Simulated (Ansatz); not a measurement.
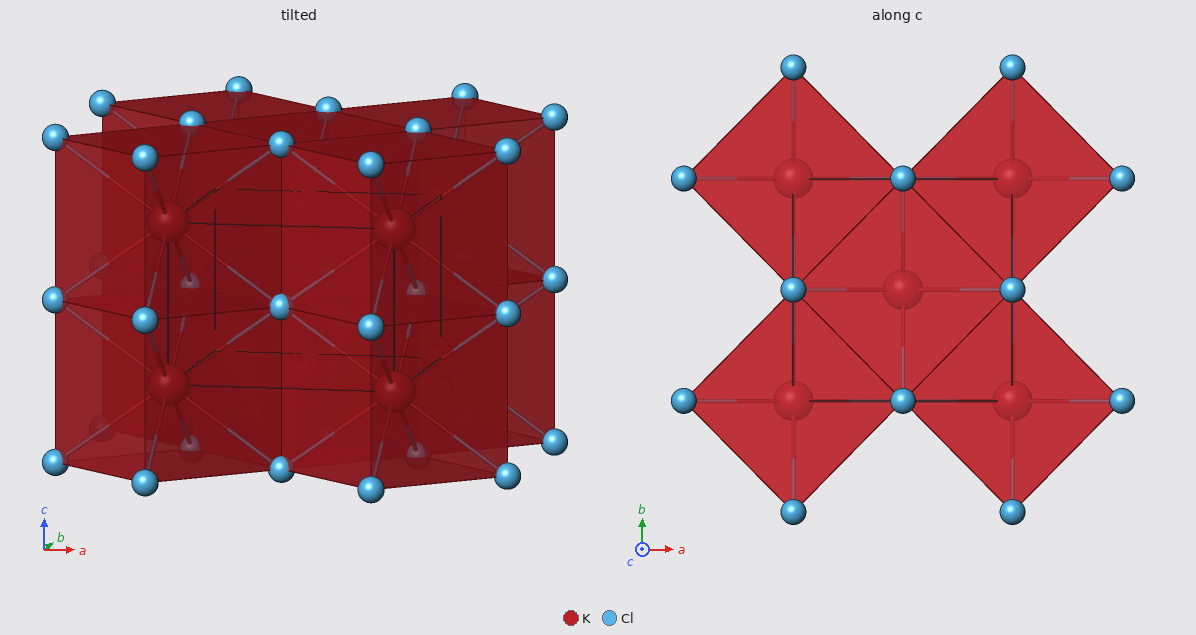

This polyhedral model is shown slightly off an axis and along the c axis. The conventional unit cell is drawn as a box. Some neighbours outside the box are added.

KCl, space group Cmmm (No. 65), a = 5.295 Å, b = 5.371 Å, c = 3.771 Å, α = 90.00°, β = 90.00°, γ = 90.00°. Its origin is a structure type filled with these elements by a generator (whether the compound takes this form wasn't checked). The cell was then strained or its atoms displaced on purpose. A calculation with Ansatz used it as input.

This one geometry was computed with Ansatz (DFT, plane waves, PAW) at three levels of theory: HSE06, r2SCAN and PBE. It was relaxed with r2SCAN and then strained.

**How does the band gap change with the level of theory?**

PBE: a gap of 5.03 eV, indirect; r2SCAN: a gap of 5.80 eV, indirect; HSE06: a gap of 6.37 eV, indirect.

**Collect the results in a table.**

| level | cutoff (eV) | k-mesh of the run's cell | gap (eV) | pressure (GPa) |
| --- | --- | --- | --- | --- |
| HSE06 | 420 | 6×6×6 | 6.37 | 0.6 |
| r2SCAN | 500 | 8×8×8 | 5.80 | 0.0 |
| PBE | 420 | 8×8×8 | 5.03 | 1.1 |

Gaps are taken on the k-mesh or band path of each run.
